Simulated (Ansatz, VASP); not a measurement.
## Cross-check of AlN between VASP and Ansatz

Wanted: the spread between two codes on one cell, functional and k mesh. The cell is taken from a series of runs on this material, whose earlier steps may have relaxed or scaled it; both programs get it as it stands.

Main program and level: Ansatz 0.2.0; plane waves, with VASP 6.6.1 beside it; single point at r2SCAN.

### Step 1. The structure

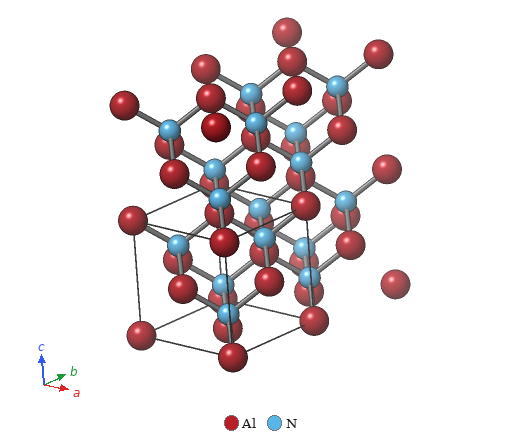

The starting structure, seen from a free direction (aluminium red, nitrogen blue). 1×2×2 cells are drawn. This picture shows the conventional cell, with its axes. Bonds to atoms that aren't drawn are left out. Some periodic images of atoms are drawn too.

Structure file:

```cif
data_structure
_symmetry_space_group_name_H-M 'F-43m'
_symmetry_Int_Tables_number 216
_cell_length_a 4.3969
_cell_length_b 4.3969
_cell_length_c 4.3969
_cell_angle_alpha 90.000
_cell_angle_beta 90.000
_cell_angle_gamma 90.000
_cell_volume 85.00
loop_
_atom_site_label
_atom_site_type_symbol
_atom_site_symmetry_multiplicity
_atom_site_Wyckoff_symbol
_atom_site_fract_x
_atom_site_fract_y
_atom_site_fract_z
_atom_site_occupancy
Al1 Al 4 a 0.00000 0.00000 0.00000 1
N1 N 4 d 0.25000 0.25000 0.75000 1
```

### Step 2. Ansatz: single point, r2SCAN

Ansatz runs on its default PAW (the set named soft_2) files.

A single point gives forces, pressure and levels at one fixed geometry, so differences don't come from the geometry; what else differs is listed under the comparison.

Contents of input.yaml:

```yaml
crystal:
  lattice:
    - [0.0, 2.1984575146, 2.1984575146]
    - [2.1984575146, 0.0, 2.1984575146]
    - [2.1984575146, 2.1984575146, 0.0]
  atoms:
    - { symbol: Al, position: [0.0, 0.0, 0.0] }
    - { symbol: "N", position: [0.25, 0.25, 0.25] }
hamiltonian:
  xc: r2scan
  pseudopotentials: { kind: paw }
kpoints:
  mp_grid: { grid: [6, 6, 6] }
scf:
  occupations: { method: gaussian, width: 0.05 }
  n_extra_bands: 4
output:
  forces: true
  stress: true
  eigenvalues: true
```

On the command line:

```console
$ ansatz run input.yaml --threads 2 --pin off --max-ram 4608MiB --backend cpu --events-out ev --progress --plain --runs-dir out
```

Numbers of over 12 decimals in the logs are rounded to 6 here.

The program printed:

```text
scf.n_extra_bands = 4 over 4 filled bands (N_el = 8.0): the run solves 8 bands
Engine: ansatz 0.2.0, aarch64-unknown-linux-gnu
Pseudopotentials: kind: paw
Pseudopotential: Al, paw, valence charge 3, recommended cutoff 500 eV (meta_gga), Al.paw.azcp
Pseudopotential: N, paw, valence charge 5, recommended cutoff 500 eV (meta_gga), N.paw.azcp
Functional definition: r2SCAN
  parameter k0 = 0.174
  parameter k1 = 0.065
  parameter a1 = 4.9479
  exchange = r2scan_x(k0 = k0, k1 = k1, a1 = a1)
  correlation = r2scan_c
Crystal: 2 atoms, lattice volume = 21.251 Å³
Basis set: ecut = 500 eV, 537 PW (Γ), exchange–correlation on 96×96×96 points (64 copies of the dense FFT grid, shifted against one another)
Bands: 8, of which v1, the nominal top of the filled ones, is band 4 counted from 1 (3 counted from 0)
Symmetry: 24 space group operations
Space group: F-43m (ITA 216), of the structure as read, at distance tolerance 2.8e-5 Å
k-points: 16 of 216 (time reversal used)
Non-local potential: Al, projectors of the file, l = 0: 2, l = 1: 2, l = 2: 1
Non-local potential: N, projectors of the file, l = 0: 2, l = 1: 2, l = 2: 1
PAW form: soft (Blöchl's): semilocal exchange-correlation on the pseudo side does not see the compensation charge
PAW frozen core: Al, regenerated for the run's functional (the file was generated under x = pbe(κ = 0.804, μ = 0.219515), c = pbe(β = 0.066725))
PAW frozen core: N, regenerated for the run's functional (the file was generated under x = pbe(κ = 0.804, μ = 0.219515), c = pbe(β = 0.066725))
PAW one-centre angular grid: Al, 302 points (default); XC on 160 Gauss nodes
PAW one-centre angular grid: N, 302 points (default); XC on 160 Gauss nodes
Initial density: superposition of atomic densities (neutral atoms: chi_scale 0, normalization atom), corrected by the library's trained network
Initial wavefunctions: pseudopotential atomic-orbital guess
Functional: x = r2scan, c = r2scan; τ floored in thin density (d = 2e-4 eV/Å³)
SCF iter   1: F=—  HF=-928.362759 eV  |F-HF|=—  |Δ(HF+E_count)|=         —  Δρ=7.00e-3  dr2=1.14e-2  dr2_τ=1.49e-1  ethr=1.77e-3  ⟨swp⟩=4.9  Hψ=942  notcnv=0
preconditioner: auto → none  [insulator: Δε(μ)=3.960 eV  Ē_g=16.377 eV  σ=0.050 eV  W_gap=1.00  n_scr=0 (ndim 8)  ℏωp=22.8 eV  f_vac=0.000  D(μ)=0.00/eV (n_scr^D=0)  ε∞_Penn≈2.9]
SCF iter   2: F=—  HF=-928.431322 eV  |F-HF|=—  |Δ(HF+E_count)|=   6.86e-2  Δρ=4.62e-3  dr2=1.97e-3  dr2_τ=2.23e-4  ethr=1.43e-4  ⟨swp⟩=2.2  Hψ=388  notcnv=0
SCF iter   3: F=—  HF=-928.431119 eV  |F-HF|=—  |Δ(HF+E_count)|=   2.04e-4  Δρ=1.13e-3  dr2=1.86e-4  dr2_τ=3.94e-5  ethr=2.46e-5  ⟨swp⟩=1.1  Hψ=129  notcnv=0
SCF iter   4: F=—  HF=-928.431089 eV  |F-HF|=—  |Δ(HF+E_count)|=   2.97e-5  Δρ=2.33e-4  dr2=1.29e-5  dr2_τ=6.85e-7  ethr=2.32e-6  ⟨swp⟩=2.2  Hψ=195  notcnv=0
SCF iter   5: F=—  HF=-928.431086 eV  |F-HF|=—  |Δ(HF+E_count)|=   3.27e-6  Δρ=4.31e-5  dr2=4.46e-7  dr2_τ=3.99e-8  ethr=1.61e-7  ⟨swp⟩=2.6  Hψ=189  notcnv=0
SCF iter   6: F=-928.431086 eV  HF=-928.431086 eV  |F-HF|=2.17e-8  |Δ(HF+E_count)|=   4.79e-8  Δρ=1.49e-5  dr2=5.55e-8  dr2_τ=1.02e-9  ethr=1.25e-9  ⟨swp⟩=5.1  Hψ=660  notcnv=0
SCF 1 converged in 6 iterations: F = -928.431086 eV  dr2 = 5.55e-8
  greatest PAW one-centre occupation: 0.793 electrons in one spin orbital (limit 2), on the N atom at site 1 (counted from 0), in its partial waves of l = 0
SCF converged after 6 iterations
Free energy (F): -928.431086 eV
Harris-Foulkes:  -928.431086 eV  (|F-HF|=2.17e-8)
Internal energy: -928.431086 eV  (E = F + TS)
E sigma→0 (E₀):  -928.431086 eV
Fermi energy:    8.464000 eV
--- Per-component energies (eV) ---
  E_band       = 10.164137
  E_kinetic    = 159.633848
  E_local      = -225.254300  (includes V_loc(G=0)·N_el)
  E_nonlocal   = 54.124497
  E_hartree    = 78.716362
  E_xc         = -98.574373
  E_vxc        = -118.780449  (∫ρ·V_xc dr)
  E_paw        = -602.335308  (= ΣΔE_a)
  E_vpaw       = -23.376190  (= ΣTr[D̂ρ^β])
  E_aug_tail   = 0.000020  (compensation charges beyond the density's cutoff)
  E_vtau       = 6.387652  (kinetic-family band-sum trace: ∫τ·v_τ [+ j·A + Jᵃ·Aᵃ] dr)
  E_ewald      = -294.652159
  E_core_change = -0.089673  (= ΣΔE_core)
  E_smearing   = -0.000000  (= −TS)
  E_closure    = -0.000000  (closes the sum)
  Σ components = -928.431086   (vs F -928.431086, Δ=0.00e0)
--- Forces (eV/Å), atoms counted from 1 ---
  atom   1  Al     0.00000000    -0.00000000     0.00000000
  atom   2  N     -0.00000000     0.00000000    -0.00000000
  max |Σ_I F_I| component: 1.85e-16 eV/Å
--- Stress (GPa, compression-positive) ---
       -3.770021       0.000000       0.000000
       -0.000000      -3.770021       0.000000
       -0.000000       0.000000      -3.770021
  P = ⅓ Tr σ = -3.7700 GPa (-37.700 kbar)
--- Band table (eV; the first three rows and the last of 16) ---
  k-point 0: bands = ["-9.1288", "6.5020", "6.5020", "6.5020", "11.1716", "19.8318", "19.8318", "19.8318"]
  k-point 1: bands = ["-8.7417", "4.6575", "6.3686", "6.3686", "12.6269", "18.9360", "19.9923", "19.9923"]
  k-point 2: bands = ["-7.7971", "1.9636", "6.1262", "6.1262", "14.1102", "17.7006", "18.9303", "18.9303"]
  k-point 15: bands = ["-6.5353", "2.2055", "3.7275", "4.0443", "12.3490", "17.5797", "20.2389", "20.3981"]
```

The run ends at a pressure of -3.77 GPa.

### Step 3. VASP: single point, r2SCAN

The same cell, functional, mesh and smearing now go to VASP, with its own data sets and cutoff.

Lines of VASP's logs that name or quote its potential files are left out, and so is its time.

Contents of INCAR:

```
SYSTEM = AlN
PREC = Accurate
ENCUT = 1210
EDIFF = 1E-06
NELM = 100
ISMEAR = 0
SIGMA = 0.05
LREAL = .FALSE.
ALGO = Normal
METAGGA = R2SCAN
LASPH = .TRUE.
NBANDS = 10
LORBIT = 11
LWAVE = .FALSE.
LCHARG = .FALSE.
KPAR = 2
ISIF = 2
```

Contents of POSCAR:

```
AlN
1.0
    0.0000000000      2.1984575146      2.1984575146
    2.1984575146      0.0000000000      2.1984575146
    2.1984575146      2.1984575146      0.0000000000
Al N
1 1
Direct
    0.0000000000      0.0000000000      0.0000000000
    0.2500000000      0.2500000000      0.2500000000
```

Contents of KPOINTS:

```
Automatic mesh
0
Gamma
6 6 6
0 0 0
```

The projector-augmented-wave data sets are Al and N_h (PBE family, release 64).

On the command line:

```console
$ mpirun -np 2 vasp_std
```

The program printed:

```text
[banner, memory and clock lines left out]
running    2 mpi-ranks, on    1 nodes
 distrk:  each k-point on    1 cores,    2 groups
 distr:  one band on    1 cores,    1 groups

 POSCAR found type information on POSCAR AlN
 POSCAR found :  2 types and       2 ions
|                                                                             |
|               ----> ADVICE to this user running VASP <----                  |
|                                                                             |
|     You enforced a specific xc type in the INCAR file but a different       |
|     [... a line on the potential file left out ...]
|     I HOPE YOU KNOW WHAT YOU ARE DOING!                                     |
|                                                                             |

 LDA part: xc-table for (None), standard interpolation
 POSCAR, INCAR and KPOINTS ok, starting setup
 FFT: planning ... GRIDC
 FFT: planning ... GRID_SOFT
 FFT: planning ... GRID
 WAVECAR not read
 entering main loop
       N       E                     dE             d eps       ncg     rms          rms(c)
DAV:   1     0.295275628175E+02    0.29528E+02   -0.64407E+03   320   0.140E+03
DAV:   2    -0.193311749595E+02   -0.48859E+02   -0.46760E+02   452   0.188E+02
DAV:   3    -0.232813958409E+02   -0.39502E+01   -0.39384E+01   376   0.513E+01
DAV:   4    -0.233200513972E+02   -0.38656E-01   -0.38651E-01   370   0.582E+00
DAV:   5    -0.233203933793E+02   -0.34198E-03   -0.34198E-03   358   0.536E-01    0.896E+00
DAV:   6    -0.190205825648E+02    0.42998E+01   -0.11771E+01   356   0.204E+01    0.337E+00
DAV:   7    -0.191490452256E+02   -0.12846E+00   -0.24064E-01   338   0.452E+00    0.196E+00
DAV:   8    -0.191698320715E+02   -0.20787E-01   -0.39971E-02   324   0.228E+00    0.171E-01
DAV:   9    -0.191698143188E+02    0.17753E-04   -0.11727E-03   382   0.215E-01    0.733E-02
DAV:  10    -0.191699549395E+02   -0.14062E-03   -0.20802E-04   332   0.209E-01    0.349E-02
DAV:  11    -0.191699664193E+02   -0.11480E-04   -0.72766E-06   368   0.350E-02    0.190E-03
DAV:  12    -0.191699667978E+02   -0.37853E-06   -0.46113E-07   274   0.612E-03
   1 F= -.19169967E+02 E0= -.19169967E+02  d E =-.240047E-15
```

OUTCAR, selected parts (step 3):

```text
ion  position               nearest neighbor table
   1  0.000  0.000  0.000-   2 1.90   2 1.90   2 1.90   2 1.90
   2  0.250  0.250  0.250-   1 1.90   1 1.90   1 1.90   1 1.90

  LATTYP: Found a face centered cubic cell.
 ALAT       =     4.3969150292

 Subroutine GETGRP returns: Found 24 space group operations
 (whereof 24 operations were pure point group operations)

The static configuration has the point symmetry T_d .

 Found     16 irreducible k-points:

   k-points           NKPTS =     16   k-points in BZ     NKDIM =     16   number of bands    NBANDS=     10

   dimension x,y,z NGX =    36 NGY =   36 NGZ =   36
   dimension x,y,z NGXF=    72 NGYF=   72 NGZF=   72

   ENCUT  = 1210.0 eV  88.93 Ry    9.43 a.u.   8.82  8.82  8.82*2*pi/ulx,y,z

   NELECT =       8.0000    total number of electrons

 k-points in reciprocal lattice and weights: Automatic mesh
   0.00000000  0.00000000  0.00000000       0.005
   0.16666667  0.00000000  0.00000000       0.037
   0.33333333  0.00000000  0.00000000       0.037
   0.50000000  0.00000000  0.00000000       0.019
   0.16666667  0.16666667  0.00000000       0.028
   0.33333333  0.16666667  0.00000000       0.111
   0.50000000  0.16666667  0.00000000       0.111
  -0.33333333  0.16666667  0.00000000       0.111
  -0.16666667  0.16666667  0.00000000       0.056
[...]
-0.33333333  0.33333333  0.16666667       0.111
  -0.33333333  0.50000000  0.16666667       0.056

 average (electrostatic) potential at core
       1 -74.4801       2 -91.9386

 E-fermi :   6.0949

 k-point     1 :       0.0000    0.0000    0.0000
  band No.  band energies     occupation
      1      -9.8014      2.00000
      2       5.8297      2.00000
      3       5.8297      2.00000
      4       5.8297      2.00000
      5      10.5342      0.00000
      6      19.1483      0.00000
      7      19.1483      0.00000
      8      19.1483      0.00000
      9      24.1983      0.00000
    ...

 k-point     2 :       0.1667    0.0000    0.0000
  band No.  band energies     occupation
      1      -9.4134      2.00000
      2       3.9891      2.00000
      3       5.6972      2.00000
      4       5.6972      2.00000
      5      11.9827      0.00000
      6      18.2577      0.00000
      7      19.3117      0.00000
      8      19.3117      0.00000
      9      22.4519      0.00000
    ...

 k-point     3 :       0.3333    0.0000    0.0000
  band No.  band energies     occupation
      1      -8.4663      2.00000
      2       1.2950      2.00000
      3       5.4564      2.00000
      4       5.4564      2.00000
      5      13.4569      0.00000
      6      17.0314      0.00000
      7      18.2522      0.00000
      8      18.2522      0.00000
      9      24.1365      0.00000
    ...

  Total       -0.5744375     -0.5744375     -0.5744375      0.0000000      0.0000000      0.0000000
  in kB      -43.3081044    -43.3081044    -43.3081044      0.0000000      0.0000000      0.0000000
  external PRESSURE =     -43.3081044 kB  Pullay stress =       0.0000000 kB

  energy-cutoff  :     1210.00
  volume of cell :       21.25
      direct lattice vectors                 reciprocal lattice vectors
     0.000000000  2.198457515  2.198457515    -0.227432187  0.227432187  0.227432187
     2.198457515  0.000000000  2.198457515     0.227432187 -0.227432187  0.227432187
     2.198457515  2.198457515  0.000000000     0.227432187  0.227432187 -0.227432187

 POSITION                                       TOTAL-FORCE (eV/Angst)
 -----------------------------------------------------------------------------------
      0.00000      0.00000      0.00000        -0.000000     -0.000000     -0.000000
      1.09923      1.09923      1.09923         0.000000      0.000000      0.000000
 -----------------------------------------------------------------------------------
    total drift:                               -0.000000     -0.000000     -0.000000

  FREE ENERGIE OF THE ION-ELECTRON SYSTEM (eV)
  ---------------------------------------------------
  free  energy   TOTEN  =       -19.1699667978 eV

  energy  without entropy=      -19.1699667978  energy(sigma->0) =      -19.16996680

 total charge
# of ion       s       p       d       tot
------------------------------------------
    1        0.365   0.443   0.000   0.808
    2        0.706   1.558   0.000   2.265
--------------------------------------------------
tot          1.072   2.001   0.000   3.073

[... 3 further parts left out ...]
```

The run ends at a pressure of -4.33 GPa.

### Step 4. Comparison

Known differences besides the PAW data sets themselves: VASP keeps PBE cores, Ansatz makes them for the functional; the cutoff is 500 eV in Ansatz and 1210 eV in VASP. Total energies have different zeros and are not compared.

The two programs side by side:

| quantity | Ansatz | VASP | difference |
| --- | --- | --- | --- |
| pressure (GPa) | -3.77 | -4.33 | +0.56 |
| gap on the k mesh (eV) | 3.924 | 3.919 | +0.005 |

### Step 5. What came out

```json
{
  "difference in gap on the k mesh (single point, r2SCAN)": "0.0051 eV",
  "difference in pressure (single point, r2SCAN)": "0.56 GPa"
}
```

**Reading.** The difference in pressure is 0.56 GPa (single point, r2SCAN), within the 1 GPa picked in this series as the mark of a large difference. Differences of this kind measure data sets and numerical settings, not the functional's error against experiment.

[Lines on the potential files, build, host, timing and source positions are cut from VASP's logs without a mark.]

[Logs are printed without paths, hosts, clocks, repeated set-up lines and the standing remarks that a program may print on its own settings, such as how far it seeks lower states.]

[Hosts, paths, dates, database ids (printed as entryN), source tags and the programs' standing remarks are cut or masked in the printed files.]
